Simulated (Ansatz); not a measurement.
```cif
data_structure
_symmetry_space_group_name_H-M 'P 1'
_symmetry_Int_Tables_number 1
_cell_length_a 4.6992
_cell_length_b 4.6992
_cell_length_c 6.4847
_cell_angle_alpha 90.000
_cell_angle_beta 90.000
_cell_angle_gamma 120.000
_cell_volume 124.01
loop_
_atom_site_label
_atom_site_type_symbol
_atom_site_fract_x
_atom_site_fract_y
_atom_site_fract_z
_atom_site_occupancy
Sc1 Sc 0.00000 0.00000 0.00000 1
Sc2 Sc 0.00000 0.00000 0.50000 1
Sc3 Sc 0.33333 0.66667 0.75000 1
Sc4 Sc 0.66667 0.33333 0.25000 1
Al1 Al 0.33333 0.66667 0.25000 1
Al2 Al 0.66667 0.33333 0.75000 1
```

Space group P6₃/mmc; a structure from a database of computed crystals, not necessarily the ambient phase.

The calculation used DFT PBEsol, scalar-relativistic, plane waves, PAW in Ansatz 0.2.0.

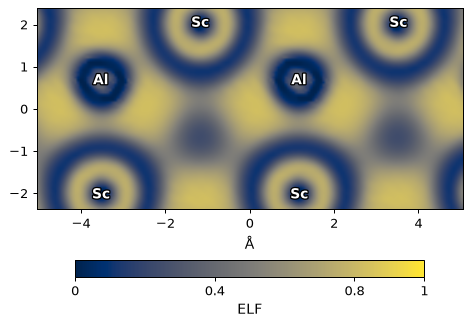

Sc2Al. ELF on the (001) plane of the conventional cell.

Core electrons are frozen (PAW), and the valence fields are smoothed inside the atomic spheres.

What do the fields say about this system?

- The section cuts through Sc and Al sites.
- Sc–Al (2.71 Å): the ELF peaks at about 0.60 in the valence shell of Al, 1.0 Å from its nucleus, and is about 0.30 at the midpoint.
- The features right at Sc lie inside the PAW spheres, where the map follows smoothed inner orbitals and isn't to be read closely.
